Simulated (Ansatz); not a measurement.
Single-point calculation of WSe₂

- system: WSe₂ (P-6m2, 9 atoms in the cell)
- method: DFT PBE, scalar-relativistic, plane waves, PAW, no spin polarisation (Ansatz 0.2.0)

The structure derives from a Materials Project entry. Figures and captions count atoms from 1; the log counts them from 0 in places.

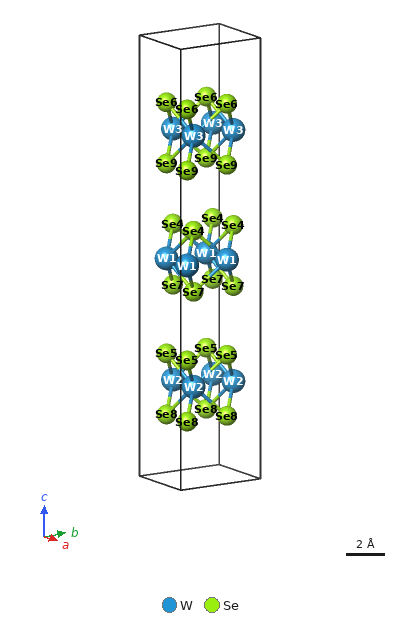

Fig. 1: The structure as given in the input (ball-and-stick view of the 2 × 2 repeat of the cell, with the vacuum cut short, seen slightly off an axis; atoms are numbered from 1 in the order of the input).

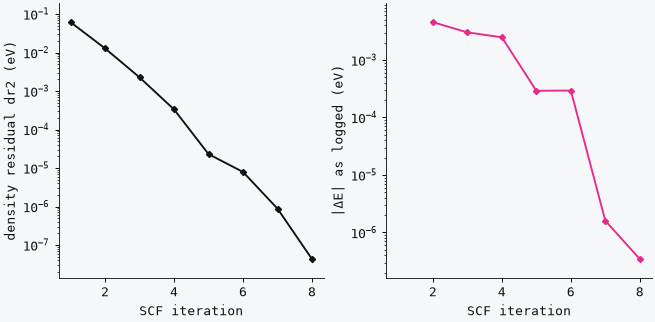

Fig. 2: Convergence of the self-consistent field: density residual dr2 and size of the energy change against the SCF iteration. The residual falls at every step.

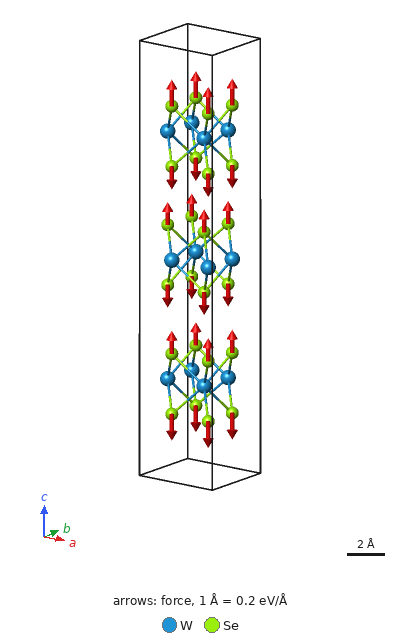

Fig. 3: Forces on the atoms as red arrows (ball-and-stick view of the 2 × 2 repeat of the cell, with the vacuum cut short, seen slightly off an axis); the smallest are left out. The largest act on Se6, Se8 (0.29 eV/Å); Se4, Se5, Se7, Se9 (0.25 eV/Å). Atoms are counted from 1 in the order of the input and aren't labelled in the picture. The geometry is not a stationary point of this energy.

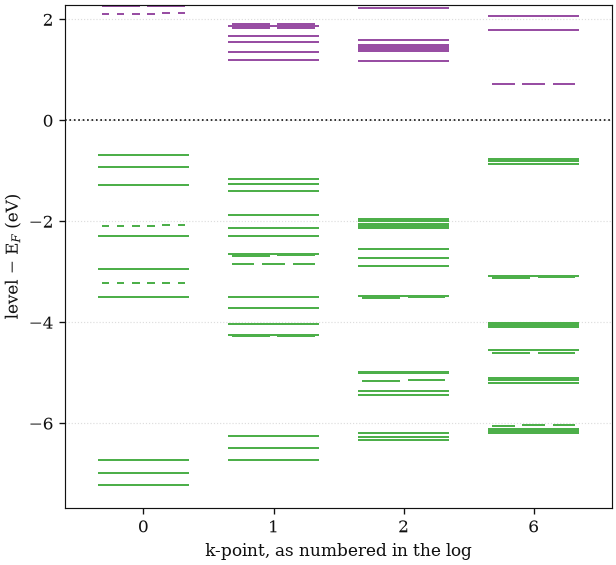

Fig. 4: Kohn–Sham levels near the Fermi level (dotted) at the few k-points that the log prints; levels within 0.02 eV of each other stand side by side. Among these points the highest filled and lowest empty levels are 1.40 eV apart; the gap on the full mesh, 1.37 eV, has an edge at a point that isn't printed.

The input and output of the run follow.

### The input
```yaml
crystal:
  lattice:
    - [3.3181158941, 0.0, 0.0]
    - [-1.659057947, 2.873572657, 0.0]
    - [0.0, 0.0, 29.73944741]
  atoms:
    - { symbol: W, position: [0.66666667, 0.33333333, 0.0] }
    - { symbol: W, position: [0.33333333, 0.66666667, 0.77044744] }
    - { symbol: W, position: [0.33333333, 0.66666667, 0.22955256] }
    - { symbol: Se, position: [0.33333333, 0.66666667, 0.05592511] }
    - { symbol: Se, position: [0.66666667, 0.33333333, 0.82636702] }
    - { symbol: Se, position: [0.66666667, 0.33333333, 0.28544604] }
    - { symbol: Se, position: [0.33333333, 0.66666667, 0.94407489] }
    - { symbol: Se, position: [0.66666667, 0.33333333, 0.71455396] }
    - { symbol: Se, position: [0.66666667, 0.33333333, 0.17363298] }
basis:
  ecutwfc: 420
kpoints:
  mp_grid: { grid: [6, 6, 1] }
hamiltonian:
  xc: pbe
scf:
  occupations: { method: gaussian, width: 0.1 }
output:
  forces: true
  stress: true
  eigenvalues: true
```

Launched with:
```bash
ansatz run input.yaml --threads 4 --pin off --max-ram 10240MiB --backend cpu --events-out ev --progress --plain --runs-dir out
```

### The program's output
```
Engine: ansatz 0.2.0, x86_64-unknown-linux-gnu
Pseudopotentials: kind: paw
Pseudopotential: W, paw, valence charge 14, recommended cutoff 420 eV (normal), W.paw.azcp
Pseudopotential: Se, paw, valence charge 16, recommended cutoff 420 eV (normal), Se.paw.azcp
Functional definition: PBE
  parameter kappa = 0.804
  parameter beta = 0.06672455060314922
  exchange = pbe_x(kappa = kappa, mu = beta*pi^2/3)
  correlation = pbe_c(beta = beta)
Crystal: 9 atoms, lattice volume = 283.561 Å³
Basis set: ecut = 420 eV, 5607 PW (Γ), exchange–correlation on 48×48×400 points (8 copies of the dense FFT grid, shifted against one another)
Bands: 83, of which v1, the nominal top of the filled ones, is band 69 counted from 1 (68 counted from 0)
Symmetry: 12 space group operations
Space group: P-6m2 (ITA 187), of the structure as read, at distance tolerance 6.6e-5 Å
k-points: 7 of 36 (time reversal used)
Non-local potential: W, projectors of the file, l = 0: 3, l = 1: 2, l = 2: 2, l = 3: 1
Non-local potential: Se, projectors of the file, l = 0: 2, l = 1: 2, l = 2: 3, l = 3: 1
PAW form: soft (Blöchl's): semilocal exchange-correlation on the pseudo side does not see the compensation charge
PAW one-centre angular grid: W, 590 points (default); XC on 64 Gauss nodes
PAW one-centre angular grid: Se, 590 points (default); XC on 64 Gauss nodes
Initial density: superposition of atomic densities (neutral atoms: chi_scale 0, normalization atom), corrected by the library's trained network
Initial wavefunctions: pseudopotential atomic-orbital guess
Functional: x = pbe(κ = 0.804, μ = 0.2195149727645171), c = pbe(β = 0.06672455060314922)
SCF iter   1: F=—  HF=-63973.934931 eV  |F-HF|=—  |Δ(HF+E_count)|=         —  Δρ=3.76e-3  dr2=6.14e-2  ethr=1.77e-3  ⟨swp⟩=7.1  Hψ=2156  notcnv=0  defer=1
preconditioner: auto → Resta (q_TF=auto, 2.420 Å⁻¹)  ε∞=4.5  [insulator: Δε(μ)=1.306 eV  Ē_g=8.627 eV  σ=0.100 eV  W_gap=1.00  n_scr=76 (ndim 8)  ℏωp=16.2 eV  f_vac=0.352  D(μ)=0.00/eV (n_scr^D=0)  ε∞_Penn≈4.5  vacuum switching on, ρ_ref=5.4e-3 e/Å³]
SCF iter   2: F=—  HF=-63973.939474 eV  |F-HF|=—  |Δ(HF+E_count)|=   4.54e-3  Δρ=2.15e-3  dr2=1.28e-2  ethr=4.45e-5  ⟨swp⟩=2.0  Hψ=868  notcnv=0  defer=11
SCF iter   3: F=—  HF=-63973.942491 eV  |F-HF|=—  |Δ(HF+E_count)|=   3.02e-3  Δρ=1.31e-3  dr2=2.26e-3  ethr=9.26e-6  ⟨swp⟩=2.0  Hψ=653  notcnv=0  defer=3
automatic band count: iteration 3 solves 81 bands in place of 83: the levels show a gap, and the empty bands left out lie too high to hold charge; the band table lists the bands solved (type scf.n_extra_bands for more)
SCF iter   4: F=—  HF=-63973.944966 eV  |F-HF|=—  |Δ(HF+E_count)|=   2.48e-3  Δρ=4.54e-4  dr2=3.33e-4  ethr=1.64e-6  ⟨swp⟩=2.1  Hψ=774  notcnv=0  defer=3
SCF iter   5: F=—  HF=-63973.945258 eV  |F-HF|=—  |Δ(HF+E_count)|=   2.91e-4  Δρ=9.33e-5  dr2=2.30e-5  ethr=2.41e-7  ⟨swp⟩=2.0  Hψ=924  notcnv=0  defer=3
SCF iter   6: F=—  HF=-63973.944964 eV  |F-HF|=—  |Δ(HF+E_count)|=   2.94e-4  Δρ=3.25e-5  dr2=7.90e-6  ethr=1.67e-8  ⟨swp⟩=2.6  Hψ=994  notcnv=0  defer=2
SCF iter   7: F=—  HF=-63973.944965 eV  |F-HF|=—  |Δ(HF+E_count)|=   1.60e-6  Δρ=1.18e-5  dr2=8.81e-7  ethr=5.72e-9  ⟨swp⟩=2.0  Hψ=690  notcnv=0  defer=2
SCF iter   8: F=-63973.944966 eV  HF=-63973.944966 eV  |F-HF|=3.22e-8  |Δ(HF+E_count)|=   3.45e-7  Δρ=3.39e-6  dr2=4.32e-8  ethr=7.25e-11  ⟨swp⟩=8.9  Hψ=2770  notcnv=0
SCF 1 converged in 8 iterations: F = -63973.944966 eV  dr2 = 4.32e-8
  greatest PAW one-centre occupation: 1.000 electrons in one spin orbital (limit 2), on the Se atom at site 3 (counted from 0), in its partial waves of l = 2
SCF converged after 8 iterations
Free energy (F): -63973.944966 eV
Harris-Foulkes:  -63973.944966 eV  (|F-HF|=3.22e-8)
Internal energy: -63973.944966 eV  (E = F + TS)
E sigma→0 (E₀):  -63973.944966 eV
Fermi energy:    7.113474 eV
--- Per-component energies (eV) ---
  E_band       = -3396.656526
  E_kinetic    = 2065.902382
  E_local      = -115775.563126  (includes V_loc(G=0)·N_el)
  E_nonlocal   = -3569.599868
  E_hartree    = 57127.527482
  E_xc         = -1428.180254
  E_vxc        = -1308.396027  (∫ρ·V_xc dr)
  E_paw        = -37156.736806  (= ΣΔE_a)
  E_vpaw       = 935.988697  (= ΣTr[D̂ρ^β])
  E_aug_tail   = -0.003701  (compensation charges beyond the density's cutoff)
  E_ewald      = 34762.708925
  E_smearing   = -0.000000  (= −TS)
  E_closure    = 0.000000  (closes the sum)
  Σ components = -63973.944966   (vs F -63973.944966, Δ=0.00e0)
--- Forces (eV/Å), atoms counted from 1 ---
  atom   1  W      0.00000000     0.00000000    -0.00000000
  atom   2  W     -0.00000000     0.00000000    -0.00861606
  atom   3  W     -0.00000000     0.00000000     0.00861606
  atom   4  Se    -0.00000000    -0.00000000     0.24958480
  atom   5  Se     0.00000000     0.00000000     0.25427272
  atom   6  Se     0.00000000    -0.00000000     0.29360275
  atom   7  Se    -0.00000000    -0.00000000    -0.24958480
  atom   8  Se     0.00000000    -0.00000000    -0.29360275
  atom   9  Se     0.00000000     0.00000000    -0.25427272
  max |Σ_I F_I| component: 4.63e-17 eV/Å
--- Stress (GPa, compression-positive) ---
        0.758207       0.000000      -0.000000
        0.000000       0.758207       0.000000
       -0.000000       0.000000       1.868321
  P = ⅓ Tr σ = 1.1282 GPa (11.282 kbar)
--- Band table (eV; the first three rows and the last of 7) ---
  k-point 0: bands = ["-67.6661", "-67.6643", "-67.6643", "-41.2191", "-41.2191", "-41.2185", "-41.2185", "-41.2161", "-41.2161", "-41.2161", "-41.2161", "-41.2105", "-41.2105", "-41.2105", "-41.2105", "-41.1870", "-41.1870", "-41.1858", "-41.1858", "-41.1837", "-41.1837", "-41.1837", "-41.1837", "-41.1760", "-41.1760", "-41.1760", "-41.1760", "-41.1738", "-41.1715", "-41.1701", "-41.1701", "-41.1614", "-41.1614", "-31.9387", "-31.9367", "-31.9367", "-31.8300", "-31.8300", "-31.8283", "-31.8283", "-31.8283", "-31.8283", "-8.4856", "-8.4414", "-8.4006", "-7.2355", "-7.1567", "-7.0890", "-0.1040", "0.1332", "0.3791", "3.6130", "3.8963", "3.8963", "3.8995", "3.8995", "3.9018", "3.9018", "4.1659", "4.8168", "5.0158", "5.0158", "5.0256", "5.0256", "5.0332", "5.0332", "5.8239", "6.1880", "6.4343", "9.2141", "9.2141", "9.2257", "9.2257", "9.2339", "9.2339", "9.3860", "9.3860", "9.4262", "9.4262", "9.4562", "9.4562"]
  k-point 1: bands = ["-67.6638", "-67.6620", "-67.6620", "-41.2189", "-41.2187", "-41.2181", "-41.2175", "-41.2161", "-41.2161", "-41.2151", "-41.2151", "-41.2105", "-41.2105", "-41.2095", "-41.2095", "-41.1872", "-41.1872", "-41.1864", "-41.1859", "-41.1841", "-41.1841", "-41.1839", "-41.1839", "-41.1765", "-41.1765", "-41.1762", "-41.1762", "-41.1733", "-41.1710", "-41.1696", "-41.1696", "-41.1609", "-41.1609", "-31.9275", "-31.9255", "-31.9255", "-31.8841", "-31.8824", "-31.8824", "-31.8426", "-31.8409", "-31.8409", "-8.0933", "-8.0500", "-8.0100", "-7.0357", "-6.9649", "-6.9048", "0.3882", "0.6195", "0.8644", "2.8378", "2.8489", "2.8599", "3.0854", "3.3925", "3.6207", "4.2626", "4.2707", "4.2778", "4.4352", "4.4487", "4.4593", "4.8231", "4.9761", "5.2422", "5.7077", "5.8627", "5.9433", "8.3124", "8.4759", "8.6728", "8.7765", "8.9355", "8.9497", "8.9859", "9.0235", "9.0309", "9.7823", "9.8228", "9.8536"]
  k-point 2: bands = ["-67.6593", "-67.6575", "-67.6575", "-41.2191", "-41.2185", "-41.2161", "-41.2161", "-41.2160", "-41.2156", "-41.2131", "-41.2131", "-41.2105", "-41.2105", "-41.2075", "-41.2075", "-41.1876", "-41.1876", "-41.1875", "-41.1861", "-41.1848", "-41.1848", "-41.1842", "-41.1842", "-41.1772", "-41.1772", "-41.1765", "-41.1765", "-41.1724", "-41.1700", "-41.1687", "-41.1687", "-41.1599", "-41.1599", "-31.9908", "-31.9891", "-31.9891", "-31.9050", "-31.9030", "-31.9030", "-31.8676", "-31.8659", "-31.8659", "-7.1528", "-7.1167", "-7.0839", "-6.5669", "-6.5194", "-6.4817", "0.7766", "0.8501", "0.9153", "1.6651", "1.7575", "1.9516", "1.9710", "2.1075", "2.1343", "3.6005", "3.6171", "3.6314", "4.2340", "4.3948", "4.5681", "4.9841", "5.0113", "5.0346", "5.0564", "5.1195", "5.1628", "8.2898", "8.4831", "8.5379", "8.5720", "8.6025", "8.7131", "9.3427", "9.6157", "9.9105", "10.4371", "10.5273", "10.6064"]
  k-point 6: bands = ["-67.6559", "-67.6541", "-67.6540", "-41.2175", "-41.2163", "-41.2162", "-41.2161", "-41.2142", "-41.2142", "-41.2135", "-41.2135", "-41.2085", "-41.2085", "-41.2079", "-41.2079", "-41.1888", "-41.1878", "-41.1869", "-41.1868", "-41.1853", "-41.1853", "-41.1847", "-41.1847", "-41.1774", "-41.1774", "-41.1770", "-41.1770", "-41.1718", "-41.1692", "-41.1680", "-41.1680", "-41.1592", "-41.1592", "-31.9913", "-31.9897", "-31.9897", "-31.9658", "-31.9641", "-31.9641", "-31.8882", "-31.8862", "-31.8862", "-6.2422", "-6.2366", "-6.2366", "-6.0990", "-6.0923", "-6.0923", "0.9216", "0.9586", "0.9929", "1.0595", "1.0691", "1.0722", "1.9140", "1.9692", "2.0166", "2.4996", "2.5030", "2.5550", "3.0193", "3.0571", "3.0948", "3.9954", "4.0107", "4.0287", "6.2502", "6.3006", "6.3485", "7.8295", "7.8306", "7.8306", "8.9010", "9.1788", "9.4666", "9.7509", "9.7695", "9.7999", "11.0780", "11.1120", "11.1951"]
```

### Key numbers

| quantity | value |
| --- | --- |
| outcome | converged |
| space group (tolerance 0.01 Å) | P-6m2 (187) |
| electrons treated | 138 |
| free energy | −63973.9450 eV |
| Fermi energy | 7.113 eV |
| gap on the k-point mesh | 1.37 eV |
| pressure | 1.13 GPa |
| largest force (length of the vector) | 0.294 eV/Å |
| hardware | 4 threads of Intel Xeon @ 2.50GHz (Skylake/Cascade Lake), 192 GiB of memory available, shared host |
| wall time | 5.9 s (CPU time 21 s) |
| peak memory | 0.82 GiB |

Spin–orbit coupling is left out, which matters for W.
